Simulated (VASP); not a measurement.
# What a change does: single-point calculation on Ni

System: Ni (1 atom in the cell).
Method of run A: Kohn-Sham DFT of a periodic cell, LDA, VASP PAW LDA potentials, recommended, spin-polarised (VASP 6.6.1).

The structure derives from an entry of the Crystallography Open Database. 

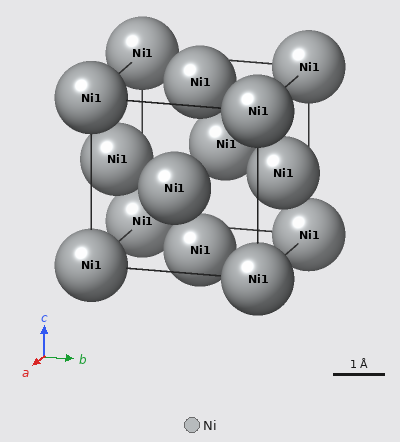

The structure as given in the input (spheres-only view of the cell 4 times as large as that of the calculation, set on its symmetry axes, seen slightly off an axis; atoms are numbered from 1 in the order of the input).

**INCAR, run A**
```
SYSTEM = Ni
  ALGO = Fast
  EDIFF = 1E-7
  ENCUT = 520
  GGA = CA
  ISIF = 2
  ISMEAR = 0
  ISPIN = 2
  LASPH = .TRUE.
  LCHARG = .FALSE.
  LMAXMIX = 4
  LORBIT = 11
  LREAL = .FALSE.
  LWAVE = .FALSE.
  MAGMOM = 0.8
  NELM = 100
  PREC = Accurate
  SIGMA = 0.1
```

**KPOINTS, run A**
```
k-points
0
G
  20 20 20
  0 0 0
```

**POSCAR, run A**
```
Ni                                      
1.0
    0.0000000000      1.7117146087      1.7117146087
    1.7117146087      0.0000000000      1.7117146087
    1.7117146087      1.7117146087      0.0000000000
  Ni            
     1
Direct
     0.0000000000000000    0.0000000000000000    0.0000000000000000
```

Launched with:
```bash
cat potpaw_LDA.64/Ni/POTCAR > POTCAR
mpirun -np 1 vasp_std > vasp.out
```

Hardware: 1 thread of Intel Xeon (Sapphire Rapids), 360 GiB of memory available, shared host.

**OSZICAR and lines of OUTCAR (run A)**
```
N       E                     dE             d eps       ncg     rms          rms(c)
DAV:   1     0.214625564664E+02    0.21463E+02   -0.48547E+03  9417   0.147E+03
DAV:   2    -0.726196085184E+01   -0.28725E+02   -0.27593E+02  9323   0.167E+02
DAV:   3    -0.769869258850E+01   -0.43673E+00   -0.43589E+00 10588   0.273E+01
DAV:   4    -0.770275736324E+01   -0.40648E-02   -0.40643E-02 10474   0.231E+00
DAV:   5    -0.770286064747E+01   -0.10328E-03   -0.10328E-03 10536   0.320E-01    0.110E+01
RMM:   6    -0.687630458809E+01    0.82656E+00   -0.46518E+00 10750   0.390E+01    0.604E+00
RMM:   7    -0.661211084035E+01    0.26419E+00   -0.72290E-01 10598   0.162E+01    0.240E+00
RMM:   8    -0.658578009515E+01    0.26331E-01   -0.16882E-02 12290   0.146E+00    0.920E-01
RMM:   9    -0.658369405397E+01    0.20860E-02   -0.24665E-03 11830   0.771E-01    0.236E-01
RMM:  10    -0.658317220503E+01    0.52185E-03   -0.51165E-04 12329   0.351E-01    0.773E-02
RMM:  11    -0.658307265253E+01    0.99553E-04   -0.13702E-04 11971   0.193E-01    0.356E-02
RMM:  12    -0.658307692836E+01   -0.42758E-05   -0.42940E-05 13265   0.609E-02    0.905E-03
RMM:  13    -0.658307763649E+01   -0.70813E-06   -0.47310E-06 12474   0.244E-02    0.247E-03
RMM:  14    -0.658307768305E+01   -0.46556E-07   -0.89791E-07  9411   0.922E-03
   1 F= -.65830777E+01 E0= -.65787571E+01  d E =-.864122E-02  mag=     0.5998
[... from OUTCAR:]
  free energy    TOTEN  =        -6.58307768 eV
  energy without entropy =       -6.57443646  energy(sigma->0) =       -6.57875707
 E-fermi :  10.2345     XC(G=0): -14.1013     alpha+bet :-17.7062
  free  energy   TOTEN  =        -6.5830776830 eV
  energy  without entropy=       -6.5744364585  energy(sigma->0) =       -6.57875707
```

For run B the input was changed thus:
```diff
-    0.0000000000      1.7117146087      1.7117146087
-    1.7117146087      0.0000000000      1.7117146087
-    1.7117146087      1.7117146087      0.0000000000
+    0.0000000000      1.6587406504      1.6587406504
+    1.6587406504      0.0000000000      1.6587406504
+    1.6587406504      1.6587406504      0.0000000000
```

Predict how the results change.

With the same functional and potentials, run B lies 76.9 meV per atom higher. The pressure goes from −0.02 to 29.88 GPa. The volume per atom goes from 10.03 to 9.13 Å³. The SCF takes 15 iterations against 14. The plane waves at Γ go from 290.0 to 262.0.

**OSZICAR and lines of OUTCAR (run B)**
```
N       E                     dE             d eps       ncg     rms          rms(c)
DAV:   1     0.215690042542E+02    0.21569E+02   -0.49077E+03  9472   0.151E+03
DAV:   2    -0.718450257192E+01   -0.28754E+02   -0.27679E+02  9282   0.170E+02
DAV:   3    -0.759466712901E+01   -0.41016E+00   -0.40808E+00 10509   0.268E+01
DAV:   4    -0.759840079896E+01   -0.37337E-02   -0.37331E-02 10321   0.225E+00
DAV:   5    -0.759848765809E+01   -0.86859E-04   -0.86857E-04 10611   0.301E-01    0.124E+01
RMM:   6    -0.671579455021E+01    0.88269E+00   -0.37538E+00 10758   0.353E+01    0.543E+00
RMM:   7    -0.654017449449E+01    0.17562E+00   -0.49522E-01 10699   0.135E+01    0.288E+00
RMM:   8    -0.650841332343E+01    0.31761E-01   -0.19609E-02 12229   0.156E+00    0.948E-01
RMM:   9    -0.650665211693E+01    0.17612E-02   -0.33055E-03 11979   0.879E-01    0.257E-01
RMM:  10    -0.650621934699E+01    0.43277E-03   -0.65093E-04 12652   0.365E-01    0.976E-02
RMM:  11    -0.650613329725E+01    0.86050E-04   -0.19231E-04 11471   0.253E-01    0.349E-02
RMM:  12    -0.650613953474E+01   -0.62375E-05   -0.55690E-05 13374   0.701E-02    0.126E-02
RMM:  13    -0.650613973990E+01   -0.20517E-06   -0.61067E-06 13033   0.266E-02    0.379E-03
RMM:  14    -0.650613983952E+01   -0.99619E-07   -0.10457E-06 10300   0.958E-03    0.650E-04
RMM:  15    -0.650613984414E+01   -0.46125E-08   -0.13584E-07  6292   0.469E-03
   1 F= -.65061398E+01 E0= -.65018110E+01  d E =-.865766E-02  mag=     0.5631
[... from OUTCAR:]
  free energy    TOTEN  =        -6.50613984 eV
  energy without entropy =       -6.49748218  energy(sigma->0) =       -6.50181101
 E-fermi :  11.7812     XC(G=0): -14.6853     alpha+bet :-19.4574
  free  energy   TOTEN  =        -6.5061398441 eV
  energy  without entropy=       -6.4974821839  energy(sigma->0) =       -6.50181101
```

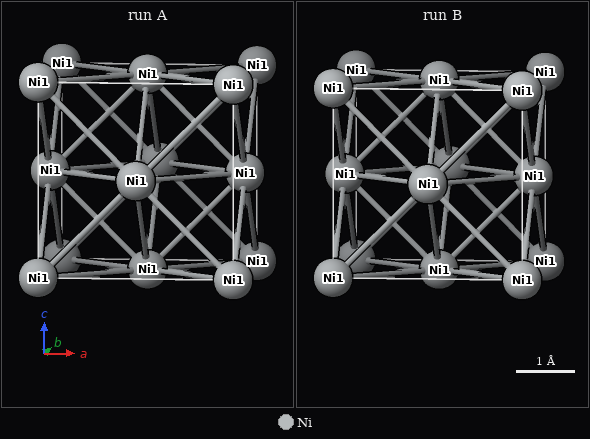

The two input geometries at one scale (ball-and-stick view of the cell 4 times as large as that of the calculation, set on its symmetry axes, seen at an oblique angle). No atom moves by more than 0.005 Å relative to the cell. Cell: a = b = c 3.423 → 3.317 Å (−3.1 %). Volume −9.0 %. Among the contacts that change: Ni1–Ni1 2.421 → 2.346 Å.

**The two runs side by side**

| quantity | run A | run B |
| --- | --- | --- |
| outcome | converged | converged |
| free energy per atom (eV) | −6.5831 | −6.5061 |
| energy per atom, smearing taken to zero (eV) | −6.5788 | −6.5018 |
| gap on the mesh (eV) | 0.00 | 0.00 |
| net moment of the cell (μB) | 0.60 | 0.56 |
| pressure (GPa) | −0.02 | 29.88 |
| volume per atom (Å³) | 10.03 | 9.13 |
| largest force (eV/Å) | 0.000 | 0.000 |
| SCF iterations | 14 | 15 |
| irreducible k-points | 256 | 256 |
| plane waves at Γ | 290 | 262 |

For run B: The cell is under a pressure of 30 GPa at this level, so it is not at its equilibrium volume.
